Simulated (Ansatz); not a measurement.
# Ru: geometry relaxation (part 2 of 2)

Continued. System: Ru (slab, 16 atoms in the cell). Method: DFT PBE+D3(BJ), scalar-relativistic, plane waves, PAW, no spin polarisation (Ansatz 0.2.0); cutoff 420 eV, 4×4×1 k-mesh, Gaussian smearing of 0.1 eV. The structure derives from an entry of the Crystallography Open Database. The input holds or restrains some coordinates. Forces given for the steps count only the free coordinates. It belongs to a series of runs on one base structure; here: clean slab, lower planes held.

Geometry of the input (Å; fractional positions):
```
5.3952  0.0000  0.0000
-2.6976  4.6724  0.0000
0.0000  0.0000  22.3987
Ru 0.3333  0.1667  0.3572
Ru 0.3333  0.6667  0.3572
Ru 0.8333  0.1667  0.3572
Ru 0.8333  0.6667  0.3572
Ru 0.1667  0.3333  0.4524
Ru 0.1667  0.8333  0.4524
Ru 0.6667  0.3333  0.4524
Ru 0.6667  0.8333  0.4524
Ru 0.3333  0.1667  0.5476
Ru 0.3333  0.6667  0.5476
Ru 0.8333  0.1667  0.5476
Ru 0.8333  0.6667  0.5476
Ru 0.1667  0.3333  0.6428
Ru 0.1667  0.8333  0.6428
Ru 0.6667  0.3333  0.6428
Ru 0.6667  0.8333  0.6428
```

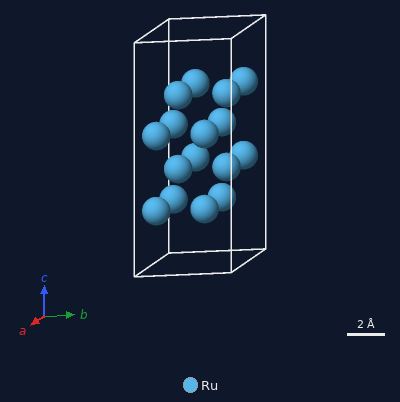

Fig. 1: The geometry at step 3 of the log (spheres-only view of the cell of the calculation, with the vacuum cut short, seen slightly off an axis).

**The program's output, continued**
```
--- Forces (eV/Å), atoms counted from 1 ---
  atom   1  Ru     0.00000000     0.00000000     0.61062849
  atom   2  Ru     0.00000000     0.00000000     0.61062849
  atom   3  Ru     0.00000000     0.00000000     0.61062849
  atom   4  Ru     0.00000000     0.00000000     0.61062849
  atom   5  Ru    -0.00000000    -0.00000000    -0.60506583
  atom   6  Ru    -0.00000000    -0.00000000    -0.60506583
  atom   7  Ru    -0.00000000     0.00000000    -0.60506583
  atom   8  Ru    -0.00000000    -0.00000000    -0.60506583
  atom   9  Ru    -0.00000000     0.00000000    -0.01234714
  atom  10  Ru     0.00000000     0.00000000    -0.01234714
  atom  11  Ru     0.00000000     0.00000000    -0.01234714
  atom  12  Ru     0.00000000     0.00000000    -0.01234714
  atom  13  Ru     0.00000000    -0.00000000     0.00682651
  atom  14  Ru     0.00000000    -0.00000000     0.00682651
  atom  15  Ru    -0.00000000    -0.00000000     0.00682651
  atom  16  Ru     0.00000000    -0.00000000     0.00682651
  max |Σ_I F_I| component: 1.68e-4 eV/Å
--- Band table (eV) ---
  k-point 0: bands = ["-67.2131", "-67.0909", "-67.0719", "-67.0719", "-67.0719", "-66.9973", "-66.9973", "-66.9973", "-66.6895", "-66.6318", "-66.5883", "-66.5883", "-66.5883", "-66.5277", "-66.5277", "-66.5277", "-37.6134", "-37.6134", "-37.6134", "-37.5784", "-37.5284", "-37.5284", "-37.5284", "-37.2267", "-37.2267", "-37.2267", "-37.1282", "-37.1227", "-37.1227", "-37.1227", "-36.9778", "-36.9778", "-36.9778", "-36.8659", "-36.8659", "-36.8659", "-36.8233", "-36.8233", "-36.8233", "-36.7647", "-36.7647", "-36.7524", "-36.7524", "-36.7524", "-36.6557", "-36.6557", "-36.5958", "-36.5745", "-36.5745", "-36.5745", "-36.5129", "-36.5129", "-36.5129", "-36.4579", "-36.4077", "-36.4077", "-36.4077", "-36.3531", "-36.3531", "-36.3531", "-36.2377", "-36.2377", "-36.1799", "-36.1799", "-1.5263", "-0.3382", "-0.1314", "-0.1314", "-0.1314", "-0.0346", "-0.0346", "-0.0346", "0.0663", "0.1263", "0.1263", "0.1263", "0.4072", "0.9449", "0.9449", "0.9449", "1.3809", "1.3809", "1.3809", "1.4736", "1.4736", "1.4736", "2.1971", "2.1971", "2.1971", "3.1525", "3.1525", "3.2909", "3.2909", "3.2909", "3.3419", "3.3419", "3.3972", "3.4131", "3.4131", "3.4131", "3.4975", "3.9316", "3.9316", "4.0731", "4.0731", "4.2553", "4.5196", "4.5196", "4.5196", "4.6554", "4.6554", "4.6554", "5.0298", "5.0298", "5.0298", "5.2092", "5.2092", "6.1150", "6.2069", "6.2069", "6.2121", "6.2121", "6.2121", "6.2287", "6.2287", "6.2287", "7.0473", "7.0473", "7.1187", "7.1187", "7.1187", "7.1902", "7.2428", "7.2428", "7.4575", "7.4575", "7.4575", "7.4820", "7.4820", "7.4820", "7.6842", "7.6842", "7.6842", "8.0982", "8.0982", "8.0982", "8.1532", "8.1532", "8.1532", "8.4959", "8.4959", "8.4959", "9.3340", "9.3340"]
  k-point 1: bands = ["-67.1933", "-67.0938", "-67.0766", "-67.0720", "-67.0720", "-67.0102", "-66.9973", "-66.9973", "-66.6748", "-66.6167", "-66.6032", "-66.5883", "-66.5883", "-66.5431", "-66.5277", "-66.5277", "-37.5531", "-37.5531", "-37.5384", "-37.5098", "-37.4777", "-37.4777", "-37.4536", "-37.2295", "-37.2130", "-37.2130", "-37.1394", "-37.1080", "-37.1080", "-37.0555", "-37.0161", "-37.0161", "-36.9476", "-36.9108", "-36.9108", "-36.8616", "-36.8167", "-36.8167", "-36.8053", "-36.7985", "-36.7971", "-36.7958", "-36.7323", "-36.7323", "-36.7174", "-36.6799", "-36.5671", "-36.5671", "-36.5549", "-36.5534", "-36.5059", "-36.5059", "-36.5050", "-36.4782", "-36.4629", "-36.4629", "-36.4106", "-36.4106", "-36.3831", "-36.3393", "-36.3281", "-36.2853", "-36.2629", "-36.2056", "-0.9853", "0.0470", "0.1566", "0.2333", "0.2718", "0.2718", "0.3292", "0.3292", "0.4608", "0.5094", "0.5305", "0.5305", "0.9278", "1.1440", "1.3719", "1.3719", "1.5866", "1.6166", "1.6166", "1.7079", "1.7292", "1.7292", "2.3211", "2.4075", "2.4075", "2.6295", "2.8449", "2.9779", "2.9809", "2.9809", "3.3760", "3.4456", "3.4523", "3.4523", "3.5525", "3.5763", "3.6666", "3.6733", "3.9133", "3.9133", "4.0384", "4.2061", "4.2437", "4.2868", "4.3852", "4.3852", "4.4252", "4.4441", "4.5650", "4.7965", "4.7965", "4.8051", "5.1667", "5.2927", "5.3150", "5.3150", "5.4736", "5.6916", "5.6916", "5.7468", "6.0059", "6.0908", "6.0908", "6.0959", "6.4701", "6.6669", "6.7013", "6.7013", "6.7735", "6.8041", "6.8617", "6.8617", "7.0337", "7.1347", "7.2293", "7.2293", "7.2295", "7.2651", "7.3755", "7.3854", "7.5043", "7.5043", "7.7637", "7.7637", "7.7804", "8.2469", "9.0146", "9.5263", "9.7524", "9.7524"]
  k-point 2: bands = ["-67.1445", "-67.1445", "-67.0721", "-67.0721", "-67.0427", "-67.0427", "-66.9973", "-66.9973", "-66.6391", "-66.6391", "-66.5883", "-66.5883", "-66.5800", "-66.5800", "-66.5277", "-66.5277", "-37.4635", "-37.4635", "-37.4472", "-37.4472", "-37.4172", "-37.4172", "-37.2752", "-37.2752", "-37.2431", "-37.2431", "-37.0905", "-37.0905", "-37.0880", "-37.0880", "-37.0255", "-37.0255", "-37.0019", "-37.0019", "-36.9536", "-36.9536", "-36.8734", "-36.8734", "-36.7658", "-36.7658", "-36.7389", "-36.7389", "-36.6928", "-36.6928", "-36.6174", "-36.6174", "-36.5715", "-36.5715", "-36.5614", "-36.5614", "-36.5320", "-36.5320", "-36.5211", "-36.5211", "-36.5064", "-36.5064", "-36.4793", "-36.4793", "-36.4610", "-36.4610", "-36.3233", "-36.3233", "-36.2672", "-36.2672", "0.0574", "0.0574", "0.6930", "0.6930", "0.7324", "0.7324", "0.9330", "0.9330", "0.9614", "0.9614", "1.3770", "1.3770", "1.5224", "1.5224", "1.5428", "1.5428", "1.8118", "1.8118", "1.8847", "1.8847", "2.1801", "2.1801", "2.3322", "2.3322", "2.4882", "2.4882", "2.6276", "2.6276", "2.8916", "2.8916", "3.1841", "3.1841", "3.2270", "3.2270", "3.4860", "3.4860", "3.7985", "3.7985", "3.9260", "3.9260", "3.9892", "3.9892", "4.0497", "4.0497", "4.1362", "4.1362", "4.1811", "4.1811", "4.2813", "4.2813", "4.3686", "4.3686", "4.3892", "4.3892", "4.4112", "4.4112", "5.0220", "5.0220", "5.3424", "5.3424", "5.4438", "5.4438", "5.4723", "5.4723", "5.9797", "5.9797", "6.0500", "6.0500", "6.0911", "6.0911", "6.2143", "6.2143", "6.4000", "6.4000", "7.0033", "7.0033", "7.0343", "7.0343", "7.5763", "7.5763", "7.5905", "7.5905", "7.6505", "7.6505", "7.7459", "7.7459", "9.8705", "9.8705", "10.0594", "10.0594"]
  k-point 3: bands = ["-67.1590", "-67.1089", "-67.1089", "-67.0564", "-67.0525", "-67.0195", "-67.0195", "-66.9885", "-66.6496", "-66.6138", "-66.6138", "-66.5907", "-66.5778", "-66.5539", "-66.5539", "-66.5168", "-37.4762", "-37.4711", "-37.4127", "-37.4120", "-37.4120", "-37.3908", "-37.3908", "-37.2738", "-37.2088", "-37.2068", "-37.2068", "-37.1422", "-37.0698", "-37.0294", "-37.0198", "-37.0023", "-37.0023", "-36.9557", "-36.9557", "-36.9162", "-36.8574", "-36.8432", "-36.8432", "-36.7655", "-36.7444", "-36.7268", "-36.7120", "-36.7120", "-36.6520", "-36.6520", "-36.6088", "-36.5734", "-36.5632", "-36.5528", "-36.5353", "-36.5353", "-36.5179", "-36.5028", "-36.4954", "-36.4954", "-36.4814", "-36.4231", "-36.4035", "-36.4035", "-36.3492", "-36.3492", "-36.3185", "-36.2621", "-0.0920", "0.5606", "0.5606", "0.5883", "0.7969", "0.7969", "0.8945", "1.0181", "1.0471", "1.0555", "1.0555", "1.3697", "1.4448", "1.4448", "1.6246", "1.7545", "1.9124", "1.9247", "1.9247", "1.9435", "2.0088", "2.0088", "2.0955", "2.2211", "2.5365", "2.5365", "2.5457", "2.6189", "3.0294", "3.0294", "3.0542", "3.0811", "3.0978", "3.2616", "3.2616", "3.2710", "3.3858", "3.6366", "3.6366", "3.7747", "3.8306", "3.8450", "3.9831", "3.9831", "4.0766", "4.2386", "4.2386", "4.2896", "4.3612", "4.3654", "4.3654", "4.4138", "4.4986", "4.5977", "4.5977", "4.8118", "5.0007", "5.0987", "5.3497", "5.4929", "5.4929", "5.5300", "5.5410", "5.8101", "5.8101", "5.9180", "6.1450", "6.1450", "6.3291", "6.6788", "6.7007", "6.7007", "6.7230", "6.7784", "6.8787", "7.1079", "7.1079", "7.2328", "7.2634", "7.2634", "7.4624", "7.4791", "7.5430", "7.6312", "7.6312", "8.0827", "8.0827", "8.8424", "8.8424", "9.4693"]
--- Relaxed structure (4 steps of the walk, 4 accepted, 0 SCFs on fresh bases) ---
  F+E_penalty+E_count = -94058.01992887 eV   max|allowed force component| = 1.235e-2 eV/Å
  atoms:
    - { symbol: Ru, position: [0.33333333333333337, 0.16666666666666666, 0.3571631549] }
    - { symbol: Ru, position: [0.33333333333333337, 0.6666666666666666, 0.3571631549] }
    - { symbol: Ru, position: [0.8333333333333334, 0.16666666666666666, 0.3571631549] }
    - { symbol: Ru, position: [0.8333333333333333, 0.6666666666666666, 0.3571631549] }
    - { symbol: Ru, position: [0.16666666666666669, 0.33333333333333337, 0.4523877183] }
    - { symbol: Ru, position: [0.16666666666666666, 0.8333333333333335, 0.4523877183] }
    - { symbol: Ru, position: [0.6666666666666666, 0.33333333333333337, 0.4523877183] }
    - { symbol: Ru, position: [0.6666666666666667, 0.8333333333333334, 0.4523877183] }
    - { symbol: Ru, position: [0.33333333333333337, 0.16666666666666666, 0.5482486492916087] }
    - { symbol: Ru, position: [0.33333333333333337, 0.6666666666666666, 0.5482486492916087] }
    - { symbol: Ru, position: [0.8333333333333334, 0.16666666666666666, 0.5482486492916087] }
    - { symbol: Ru, position: [0.8333333333333333, 0.6666666666666666, 0.5482486492916087] }
    - { symbol: Ru, position: [0.16666666666666669, 0.33333333333333337, 0.6405127188280169] }
    - { symbol: Ru, position: [0.16666666666666666, 0.8333333333333335, 0.6405127188280169] }
    - { symbol: Ru, position: [0.6666666666666666, 0.33333333333333337, 0.6405127188280169] }
    - { symbol: Ru, position: [0.6666666666666667, 0.8333333333333334, 0.6405127188280169] }
```

**Trajectory as extended XYZ (Å, eV, eV/Å), 4 frames, from step=1 to step=4**
```
16
Lattice="5.3952 0.0000 0.0000 -2.6976 4.6724 0.0000 0.0000 0.0000 22.3987" Properties=species:S:1:pos:R:3:forces:R:3 step=1 energy=-94057.93698
Ru    1.3488    0.7787    8.0000    0.0000   0.0000   0.5968
Ru    0.0000    3.1149    8.0000    0.0000   0.0000   0.5968
Ru    4.0464    0.7787    8.0000    0.0000   0.0000   0.5968
Ru    2.6976    3.1149    8.0000    0.0000   0.0000   0.5968
Ru    0.0000    1.5575   10.1329    0.0000   0.0000  -0.6291
Ru   -1.3488    3.8936   10.1329    0.0000   0.0000  -0.6291
Ru    2.6976    1.5575   10.1329    0.0000   0.0000  -0.6291
Ru    1.3488    3.8936   10.1329    0.0000   0.0000  -0.6291
Ru    1.3488    0.7787   12.2658    0.0000   0.0000   0.6291
Ru    0.0000    3.1149   12.2658    0.0000   0.0000   0.6291
Ru    4.0464    0.7787   12.2658    0.0000   0.0000   0.6291
Ru    2.6976    3.1149   12.2658    0.0000   0.0000   0.6291
Ru    0.0000    1.5575   14.3987    0.0000   0.0000  -0.5968
Ru   -1.3488    3.8936   14.3987    0.0000   0.0000  -0.5968
Ru    2.6976    1.5575   14.3987    0.0000   0.0000  -0.5968
Ru    1.3488    3.8936   14.3987    0.0000   0.0000  -0.5968
16
Lattice="5.3952 0.0000 0.0000 -2.6976 4.6724 0.0000 0.0000 0.0000 22.3987" Properties=species:S:1:pos:R:3:forces:R:3 step=2 energy=-94057.99730
Ru    1.3488    0.7787    8.0000    0.0000   0.0000   0.5967
Ru    0.0000    3.1149    8.0000    0.0000   0.0000   0.5967
Ru    4.0464    0.7787    8.0000    0.0000   0.0000   0.5967
Ru    2.6976    3.1149    8.0000    0.0000   0.0000   0.5967
Ru    0.0000    1.5575   10.1329    0.0000   0.0000  -0.6974
Ru   -1.3488    3.8936   10.1329    0.0000   0.0000  -0.6974
Ru    2.6976    1.5575   10.1329    0.0000   0.0000  -0.6974
Ru    1.3488    3.8936   10.1329    0.0000   0.0000  -0.6974
Ru    1.3488    0.7787   12.2724    0.0000   0.0000  -0.2561
Ru    0.0000    3.1149   12.2724    0.0000   0.0000  -0.2561
Ru    4.0464    0.7787   12.2724    0.0000   0.0000  -0.2561
Ru    2.6976    3.1149   12.2724    0.0000   0.0000  -0.2561
Ru    0.0000    1.5575   14.3094    0.0000   0.0000   0.3565
Ru   -1.3488    3.8936   14.3094    0.0000   0.0000   0.3565
Ru    2.6976    1.5575   14.3094    0.0000   0.0000   0.3565
Ru    1.3488    3.8936   14.3094    0.0000   0.0000   0.3565
16
Lattice="5.3952 0.0000 0.0000 -2.6976 4.6724 0.0000 0.0000 0.0000 22.3987" Properties=species:S:1:pos:R:3:forces:R:3 step=3 energy=-94058.01993
Ru    1.3488    0.7787    8.0000    0.0000   0.0000   0.6107
Ru    0.0000    3.1149    8.0000    0.0000   0.0000   0.6107
Ru    4.0464    0.7787    8.0000    0.0000   0.0000   0.6107
Ru    2.6976    3.1149    8.0000    0.0000   0.0000   0.6107
Ru    0.0000    1.5575   10.1329    0.0000   0.0000  -0.6052
Ru   -1.3488    3.8936   10.1329    0.0000   0.0000  -0.6052
Ru    2.6976    1.5575   10.1329    0.0000   0.0000  -0.6052
Ru    1.3488    3.8936   10.1329    0.0000   0.0000  -0.6052
Ru    1.3488    0.7787   12.2801    0.0000   0.0000  -0.0123
Ru    0.0000    3.1149   12.2801    0.0000   0.0000  -0.0123
Ru    4.0464    0.7787   12.2801    0.0000   0.0000  -0.0123
Ru    2.6976    3.1149   12.2801    0.0000   0.0000  -0.0123
Ru    0.0000    1.5575   14.3467    0.0000   0.0000   0.0072
Ru   -1.3488    3.8936   14.3467    0.0000   0.0000   0.0072
Ru    2.6976    1.5575   14.3467    0.0000   0.0000   0.0072
Ru    1.3488    3.8936   14.3467    0.0000   0.0000   0.0072
16
Lattice="5.3952 0.0000 0.0000 -2.6976 4.6724 0.0000 0.0000 0.0000 22.3987" Properties=species:S:1:pos:R:3:forces:R:3 step=4 energy=-94058.01993
Ru    1.3488    0.7787    8.0000    0.0000   0.0000   0.6106
Ru    0.0000    3.1149    8.0000    0.0000   0.0000   0.6106
Ru    4.0464    0.7787    8.0000    0.0000   0.0000   0.6106
Ru    2.6976    3.1149    8.0000    0.0000   0.0000   0.6106
Ru    0.0000    1.5575   10.1329    0.0000   0.0000  -0.6051
Ru   -1.3488    3.8936   10.1329    0.0000   0.0000  -0.6051
Ru    2.6976    1.5575   10.1329    0.0000   0.0000  -0.6051
Ru    1.3488    3.8936   10.1329    0.0000   0.0000  -0.6051
Ru    1.3488    0.7787   12.2801    0.0000   0.0000  -0.0123
Ru    0.0000    3.1149   12.2801    0.0000   0.0000  -0.0123
Ru    4.0464    0.7787   12.2801    0.0000   0.0000  -0.0123
Ru    2.6976    3.1149   12.2801    0.0000   0.0000  -0.0123
Ru    0.0000    1.5575   14.3467    0.0000   0.0000   0.0068
Ru   -1.3488    3.8936   14.3467    0.0000   0.0000   0.0068
Ru    2.6976    1.5575   14.3467    0.0000   0.0000   0.0068
Ru    1.3488    3.8936   14.3467    0.0000   0.0000   0.0068
```

**Key numbers**

```csv
quantity,value
outcome,converged under the restraints of the input
electrons treated,256
free energy,−94058.0199 eV
"work function, top face",4.97 eV
"work function, bottom face",5.00 eV
Fermi energy,6.061 eV
gap on the k-point mesh,none (metallic)
final volume,564.63 Å³
work function (upper face),4.97 eV
"largest force (length of the vector) at the end, held atoms and coordinates included",0.611 eV/Å
hardware,"8 threads of Arm Neoverse V2, 24 GiB of memory available, shared host"
wall time,16 s (CPU time 2 min)
peak memory,1.5 GiB
```
